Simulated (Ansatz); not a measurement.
**Al: a changed input and its effect**

System: Al (slab, 12 atoms in the cell).
Method of run 1: DFT PBE, scalar-relativistic, plane waves, PAW, no spin polarisation (Ansatz 0.2.0).

The structure derives from an entry of the Crystallography Open Database. Text and figures count atoms from 1; the logs count them from 0 in places.

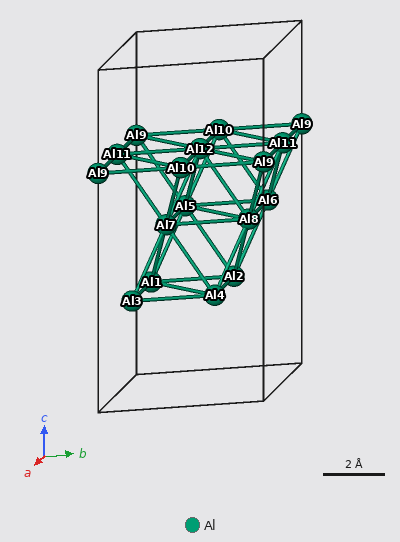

Figure 1. The structure as given in the input (ball-and-stick view of the cell of the calculation, with the vacuum cut short, seen slightly off an axis; atoms are numbered from 1 in the order of the input).

The input, run 1:
```yaml
crystal:
  lattice:
    - [5.7143028096, 0.0, 0.0]
    - [-2.8571514048, 4.948731398, 0.0]
    - [0.0, 0.0, 20.1016424675]
  atoms:
    - { symbol: Al, position: [0.3333333333, 0.1666666667, 0.1989887148] }
    - { symbol: Al, position: [0.3333333333, 0.6666666667, 0.1989887148] }
    - { symbol: Al, position: [0.8333333333, 0.1666666667, 0.1989887148] }
    - { symbol: Al, position: [0.8333333333, 0.6666666667, 0.1989887148] }
    - { symbol: Al, position: [0.1666666667, 0.3333333333, 0.3134533098] }
    - { symbol: Al, position: [0.1666666667, 0.8333333333, 0.3134533098] }
    - { symbol: Al, position: [0.6666666667, 0.3333333333, 0.3134533098] }
    - { symbol: Al, position: [0.6666666667, 0.8333333333, 0.3134533098] }
    - { symbol: Al, position: [0.0, 0.0, 0.4279074449] }
    - { symbol: Al, position: [0.0, 0.5, 0.4279074449] }
    - { symbol: Al, position: [0.5, 0.0, 0.4279074449] }
    - { symbol: Al, position: [0.5, 0.5, 0.4279074449] }
basis:
  ecutwfc: 420
kpoints:
  mp_grid: { grid: [6, 6, 1] }
hamiltonian:
  xc: pbe
scf:
  occupations: { method: gaussian, width: 0.1 }
output:
  forces: true
  eigenvalues: true
efield:
  axis: 3
  dipole_correction: true
  ramp_width: 0.04
```

Command:
```bash
ansatz run input.yaml --threads 1 --pin off --max-ram 3072MiB --backend cpu --events-out ev --progress --plain --runs-dir out
```

Hardware: 1 thread of AMD EPYC (Zen 5), 64 GiB of memory available, shared host.

Output, shortened to warnings, some set-up lines, iterations and results (run 1):
```
Basis set: ecut = 420 eV, 11155 PW (Γ), exchange–correlation on 80×80×270 points (8 copies of the dense FFT grid, shifted against one another)
Symmetry: 24 space group operations
k-points: 7 of 36 (time reversal used)
Initial density: superposition of atomic densities (neutral atoms: chi_scale 0, normalization atom), corrected by the library's trained network
[...]
SCF iter   1: F=—  HF=-6447.230531 eV  |F-HF|=—  |Δ(HF+E_count)|=         —  Δρ=1.93e-3  dr2=2.44e-1  ethr=1.77e-3  p=-0.000 e·Å  D=-4.91e-6 V/Å  ΔV_dip=0.00 eV  …
SCF iter   2: F=—  HF=-6447.202546 eV  |F-HF|=—  |Δ(HF+E_count)|=   2.80e-2  Δρ=8.39e-4  dr2=1.15e-2  ethr=6.78e-4  p=-0.000 e·Å  D=-1.16e-4 V/Å  ΔV_dip=0.00 eV  …
SCF iter   3: F=—  HF=-6447.202324 eV  |F-HF|=—  |Δ(HF+E_count)|=   2.21e-4  Δρ=2.18e-4  dr2=2.12e-3  ethr=3.20e-5  p=-0.000 e·Å  D=-2.32e-5 V/Å  ΔV_dip=0.00 eV  …
SCF iter   4: F=—  HF=-6447.202148 eV  |F-HF|=—  |Δ(HF+E_count)|=   1.76e-4  Δρ=4.78e-5  dr2=7.59e-5  ethr=5.90e-6  p=-0.000 e·Å  D=-7.21e-6 V/Å  ΔV_dip=0.00 eV  …
SCF iter   5: F=—  HF=-6447.202209 eV  |F-HF|=—  |Δ(HF+E_count)|=   6.08e-5  Δρ=1.24e-5  dr2=9.10e-6  ethr=2.11e-7  p=-0.000 e·Å  D=-3.75e-6 V/Å  ΔV_dip=0.00 eV  …
SCF iter   6: F=-6447.202209 eV  HF=-6447.202209 eV  |F-HF|=3.68e-9  |Δ(HF+E_count)|=   2.88e-7  Δρ=1.41e-6  dr2=5.40e-8  ethr=2.78e-10  p=-0.000 e·Å  D=-3.23e-6 V/Å  …
SCF 1 converged in 6 iterations: F = -6447.202209 eV  dr2 = 5.40e-8
SCF converged after 6 iterations
Free energy (F): -6447.202209 eV
Harris-Foulkes:  -6447.202209 eV  (|F-HF|=3.68e-9)
Internal energy: -6447.171056 eV  (E = F + TS)
E sigma→0 (E₀):  -6447.186633 eV
Entropy (-TS):   -0.031153 eV (-2.596 meV/atom)
Fermi energy:    0.254082 eV
Dipole field:    D = -0.000035 V/Å  (p = -0.000109 e·Å, saw-weighted, corrected)
Work function:   Φ+ = 3.9149 eV   Φ− = 3.9142 eV
Levels:          The Fermi level and band energies are counted from a zero that moves with the ramp; work functions are not
--- Per-component energies (eV) ---
  E_band       = -138.050796
  E_kinetic    = 260.701666
  E_local      = -5937.819616  (includes V_loc(G=0)·N_el)
  E_nonlocal   = 125.942569
  E_hartree    = 2897.030867
  E_xc         = -469.179569
  E_vxc        = -337.131898  (∫ρ·V_xc dr)
  E_paw        = -5607.805118  (= ΣΔE_a)
  E_vpaw       = -43.796508  (= ΣTr[D̂ρ^β])
  E_aug_tail   = -0.000026  (compensation charges beyond the density's cutoff)
  E_efield     = 0.000000  (sawtooth field / dipole correction)
  E_vefield    = 0.000000  (∫n·V_field dr)
  E_ewald      = 2283.958171
  E_smearing   = -0.031153  (= −TS)
  E_closure    = -0.000000  (closes the sum)
  Σ components = -6447.202209   (vs F -6447.202209, Δ=0.00e0)
--- Forces (eV/Å), atoms counted from 1 ---
  atom   1  Al     0.00000000    -0.00000000     0.00366576
  atom   2  Al     0.00000000    -0.00000000     0.00366576
  atom   3  Al    -0.00000000    -0.00000000     0.00366576
  atom   4  Al    -0.00000000    -0.00000000     0.00366576
  atom   5  Al    -0.00000000    -0.00000000    -0.00053308
  atom   6  Al    -0.00000000    -0.00000000    -0.00053308
  atom   7  Al    -0.00000000    -0.00000000    -0.00053308
  atom   8  Al     0.00000000    -0.00000000    -0.00053308
  atom   9  Al    -0.00000000     0.00000000    -0.00313920
  atom  10  Al    -0.00000000     0.00000000    -0.00313920
  atom  11  Al     0.00000000     0.00000000    -0.00313920
  atom  12  Al    -0.00000000     0.00000000    -0.00313920
  max |Σ_I F_I| component: 2.61e-5 eV/Å
```

For run 2 the input was changed thus:
```diff
-basis:
-  ecutwfc: 420
-  xc: pbe
+  xc: lda
```

What does this change do to the results?

The total energies belong to different methods, so their difference says nothing on which is more stable or more accurate. The largest force goes from 0.004 to 0.160 eV/Å. The functional changes from PBE to LDA. The SCF takes 7 iterations against 6.

Output, shortened to warnings, some set-up lines, iterations and results (run 2):
```
Basis set: ecut = 420 eV, 11155 PW (Γ)
Symmetry: 24 space group operations
k-points: 7 of 36 (time reversal used)
Initial density: superposition of atomic densities (neutral atoms: chi_scale 0, normalization atom), corrected by the library's trained network
[...]
SCF iter   1: F=—  HF=-6151.138387 eV  |F-HF|=—  |Δ(HF+E_count)|=         —  Δρ=2.90e-3  dr2=3.56e-1  ethr=1.77e-3  p=-0.000 e·Å  D=-4.91e-6 V/Å  ΔV_dip=0.00 eV  …
SCF iter   2: F=—  HF=-6151.089483 eV  |F-HF|=—  |Δ(HF+E_count)|=   4.89e-2  Δρ=1.06e-3  dr2=1.43e-2  ethr=9.89e-4  p=-0.000 e·Å  D=-1.33e-4 V/Å  ΔV_dip=0.00 eV  …
SCF iter   3: F=—  HF=-6151.088292 eV  |F-HF|=—  |Δ(HF+E_count)|=   1.19e-3  Δρ=3.18e-4  dr2=3.69e-3  ethr=3.98e-5  p=-0.000 e·Å  D=-2.41e-5 V/Å  ΔV_dip=0.00 eV  …
SCF iter   4: F=—  HF=-6151.087962 eV  |F-HF|=—  |Δ(HF+E_count)|=   3.30e-4  Δρ=1.13e-4  dr2=4.57e-4  ethr=1.02e-5  p=0.000 e·Å  D=6.11e-8 V/Å  ΔV_dip=-0.00 eV  …
SCF iter   5: F=—  HF=-6151.087931 eV  |F-HF|=—  |Δ(HF+E_count)|=   3.15e-5  Δρ=2.75e-5  dr2=3.10e-5  ethr=1.27e-6  p=-0.000 e·Å  D=-1.47e-6 V/Å  ΔV_dip=0.00 eV  …
SCF iter   6: F=—  HF=-6151.087959 eV  |F-HF|=—  |Δ(HF+E_count)|=   2.83e-5  Δρ=2.16e-6  dr2=8.87e-8  ethr=2.78e-10  p=-0.000 e·Å  D=-3.63e-6 V/Å  ΔV_dip=0.00 eV  …
SCF iter   7: F=-6151.087959 eV  HF=-6151.087959 eV  |F-HF|=1.55e-8  |Δ(HF+E_count)|=   3.97e-8  Δρ=8.04e-7  dr2=1.89e-8  ethr=2.46e-10  p=-0.000 e·Å  D=-2.38e-6 V/Å  …
SCF 1 converged in 7 iterations: F = -6151.087959 eV  dr2 = 1.89e-8
SCF converged after 7 iterations
Free energy (F): -6151.087959 eV
Harris-Foulkes:  -6151.087959 eV  (|F-HF|=1.55e-8)
Internal energy: -6151.055616 eV  (E = F + TS)
E sigma→0 (E₀):  -6151.071787 eV
Entropy (-TS):   -0.032343 eV (-2.695 meV/atom)
Fermi energy:    0.065616 eV
Dipole field:    D = 0.000021 V/Å  (p = 0.000065 e·Å, saw-weighted, corrected)
Work function:   Φ+ = 4.0931 eV   Φ− = 4.0935 eV
Levels:          The Fermi level and band energies are counted from a zero that moves with the ramp; work functions are not
--- Per-component energies (eV) ---
  E_band       = -143.840983
  E_kinetic    = 261.556328
  E_local      = -5946.163488  (includes V_loc(G=0)·N_el)
  E_nonlocal   = 133.476993
  E_hartree    = 2897.819544
  E_xc         = -463.849872
  E_vxc        = -340.895525  (∫ρ·V_xc dr)
  E_paw        = -5318.521843  (= ΣΔE_a)
  E_vpaw       = -47.452633  (= ΣTr[D̂ρ^β])
  E_aug_tail   = -0.000047  (compensation charges beyond the density's cutoff)
  E_efield     = 0.000000  (sawtooth field / dipole correction)
  E_vefield    = -0.000000  (∫n·V_field dr)
  E_ewald      = 2283.958171
  E_core_change = 0.668598  (= ΣΔE_core)
  E_smearing   = -0.032343  (= −TS)
  E_closure    = -0.000000  (closes the sum)
  Σ components = -6151.087959   (vs F -6151.087959, Δ=0.00e0)
--- Forces (eV/Å), atoms counted from 1 ---
  atom   1  Al    -0.00000000    -0.00000000     0.15991486
  atom   2  Al    -0.00000000    -0.00000000     0.15991486
  atom   3  Al     0.00000000    -0.00000000     0.15991486
  atom   4  Al    -0.00000000    -0.00000000     0.15991486
  atom   5  Al    -0.00000000    -0.00000000    -0.00044347
  atom   6  Al    -0.00000000    -0.00000000    -0.00044347
  atom   7  Al    -0.00000000    -0.00000000    -0.00044347
  atom   8  Al     0.00000000    -0.00000000    -0.00044347
  atom   9  Al     0.00000000     0.00000000    -0.15976921
  atom  10  Al     0.00000000     0.00000000    -0.15976921
  atom  11  Al     0.00000000     0.00000000    -0.15976921
  atom  12  Al     0.00000000     0.00000000    -0.15976921
  max |Σ_I F_I| component: 1.19e-3 eV/Å
```

The two runs side by side:

| quantity | run 1 | run 2 |
| --- | --- | --- |
| outcome | converged | converged |
| free energy per atom (eV) | −537.2669 | −512.5907 |
| energy per atom, smearing taken to zero (eV) | −537.2656 | −512.5893 |
| gap on the mesh (eV) | 0.00 | 0.00 |
| work function (eV) | 3.91 | – |
| largest force (eV/Å) | 0.004 | 0.160 |
| SCF iterations | 6 | 7 |
| irreducible k-points | 7 | 7 |
| plane waves at Γ | 11155 | 11155 |
| wall time (shared host) | 2.7 s | 2.8 s |
